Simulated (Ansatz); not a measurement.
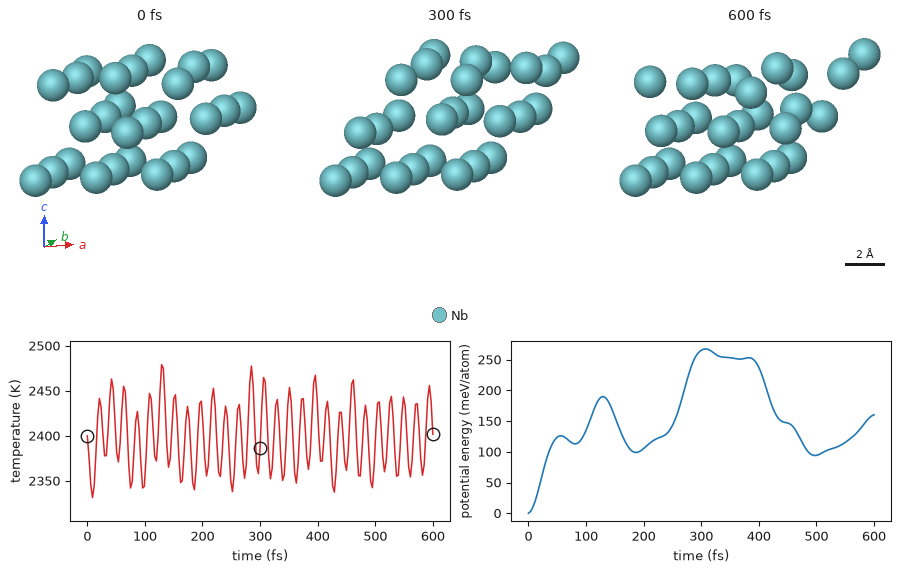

A Born-Oppenheimer molecular dynamics run of a slab of Nb(110) (27 atoms in the cell), 600 fs long. It starts from the last geometry of an earlier run, with fresh velocities. Frames and the history of the run. Style: spheres-only. Shown: the simulation cell, with the vacuum cut short, slightly off an axis. Atoms that leave the cell re-enter on the other side.

Level of theory: DFT PBE, scalar-relativistic, plane waves, PAW in Ansatz 0.2.0. Set-up: plane-wave cutoff 420 eV; k-point mesh 2 × 2 × 1; Fermi-Dirac smearing 0.05 eV; low-accuracy preset; 9 atoms held fixed; Nosé-Hoover thermostat (NVT); set temperature 2400 K; time step 3 fs; thermostat time 5.0 fs.

Input file:
```yaml
accuracy: low
crystal:
  lattice:
    - [9.9, 0.0, 0.0]
    - [4.95, 7.000357, 0.0]
    - [0.0, 0.0, 16.666905]
  atoms:
    - { symbol: Nb, position: [0.0, 0.0, 0.05999912] }
    - { symbol: Nb, position: [0.33333333, 0.0, 0.05999912] }
    - { symbol: Nb, position: [0.66666667, 0.0, 0.05999912] }
    - { symbol: Nb, position: [0.0, 0.33333333, 0.05999912] }
    - { symbol: Nb, position: [0.33333333, 0.33333333, 0.05999912] }
    - { symbol: Nb, position: [0.66666667, 0.33333333, 0.05999912] }
    - { symbol: Nb, position: [0.0, 0.66666667, 0.05999912] }
    - { symbol: Nb, position: [0.33333333, 0.66666667, 0.05999912] }
    - { symbol: Nb, position: [0.66666667, 0.66666667, 0.05999912] }
    - { symbol: Nb, position: [-0.15487336, 0.32175298, 0.20482862] }
    - { symbol: Nb, position: [0.18101153, 0.33129741, 0.19926755] }
    - { symbol: Nb, position: [0.51346344, 0.32668546, 0.20023028] }
    - { symbol: Nb, position: [-0.15184925, 0.67230967, 0.20209647] }
    - { symbol: Nb, position: [0.20158554, 0.64822789, 0.2036425] }
    - { symbol: Nb, position: [0.49829407, 0.68168607, 0.19266403] }
    - { symbol: Nb, position: [-0.15306565, 0.9928957, 0.18628545] }
    - { symbol: Nb, position: [0.18466312, 0.99139901, 0.21080269] }
    - { symbol: Nb, position: [0.50305113, 1.0026156, 0.19636501] }
    - { symbol: Nb, position: [0.00364057, -0.00516742, 0.32446677] }
    - { symbol: Nb, position: [0.35428748, -0.02541116, 0.3514666] }
    - { symbol: Nb, position: [0.69218658, -0.01930883, 0.32547026] }
    - { symbol: Nb, position: [0.00444067, 0.33087474, 0.33374774] }
    - { symbol: Nb, position: [0.34438437, 0.33490602, 0.34631904] }
    - { symbol: Nb, position: [0.69908893, 0.2935836, 0.32160549] }
    - { symbol: Nb, position: [0.06098475, 0.61002314, 0.33357758] }
    - { symbol: Nb, position: [0.3457689, 0.65919905, 0.34400094] }
    - { symbol: Nb, position: [0.68082739, 0.67464653, 0.34496632] }
basis:
  ecutwfc: 420.0
kpoints:
  mp_grid: { grid: [2, 2, 1] }
hamiltonian:
  xc: pbe
scf:
  occupations: { method: fermi_dirac, width: 0.05 }
  lower_state_search: "off"
  max_iter: 95
md:
  timestep: 3
  n_steps: 200
  ensemble: nvt_nose_hoover
  temperature: 2400.0
  initial_velocities: maxwell_boltzmann
  seed: 870270
  nose_hoover: { tau: 5.0, chain_length: 1 }
  constraints: [{ sites: [0, 1, 2, 3, 4, 5, 6, 7, 8] }]
```

Command:
```bash
ansatz run input.yaml --threads 4 --pin off --max-ram 10240MiB --backend cpu --events-out ev --progress --plain --runs-dir out
```

Describe the run.

Root-mean-square distances from the starting positions over the second half, with the common drift of all atoms taken out: Nb 0.70 Å. Against the typical shortest distance between atoms in the first frame, about 2.7 Å these are large excursions, but over 600 fs one can't yet tell strong vibration from the start of diffusion. Over the second half the temperature averages 2401 K (spread ±35 K). The potential energy is still drifting at the end, so the run hasn't reached equilibrium. The potential energy in the second half lies on average 175 meV per atom above the first frame. The thermostat's time constant is so short that it disturbs the motion.

Limits of the set-up: the program's low-accuracy preset was used.

Cost: 12 min on 4 threads of AMD EPYC 9R05 (Zen 5), on a shared host, peak memory 4.7 GiB.
